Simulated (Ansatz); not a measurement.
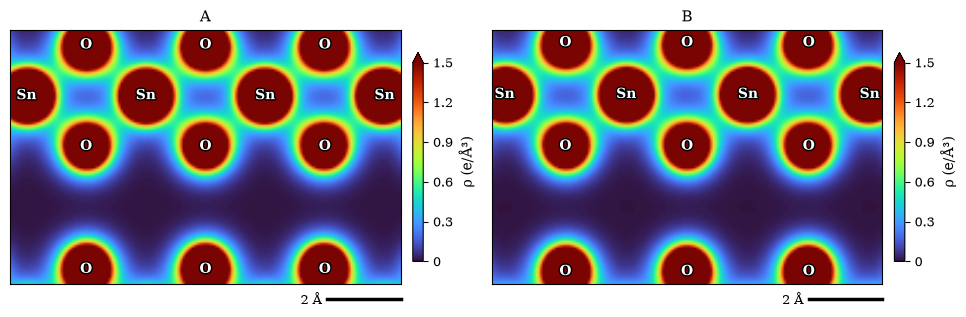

SnO₂. The valence pseudo-density of two cells that differ in size, on the (011) plane of each (indices in the axes of the calculation cell), at one length scale and on one colour scale; one has 14.5 and the other 15.4 Å³ an atom.

Computed with Kohn-Sham DFT of a periodic cell, r2SCAN, Ansatz PAW (Ansatz 0.2.0).

Core electrons are frozen (PAW), and the valence fields are smoothed inside the atomic spheres.

Question: Which panel shows the smaller cell, and what does the compression change?

Answer: Panel A is the smaller cell, by 6 % in volume. From the larger cell to the smaller, Sn–O goes from 2.17 to 2.13 Å, and the density at its midpoint from 0.55 to 0.59 e/Å³; the pressure goes from −14 to −7 GPa; the Kohn–Sham gap goes from 2.0 eV to 2.4 eV.
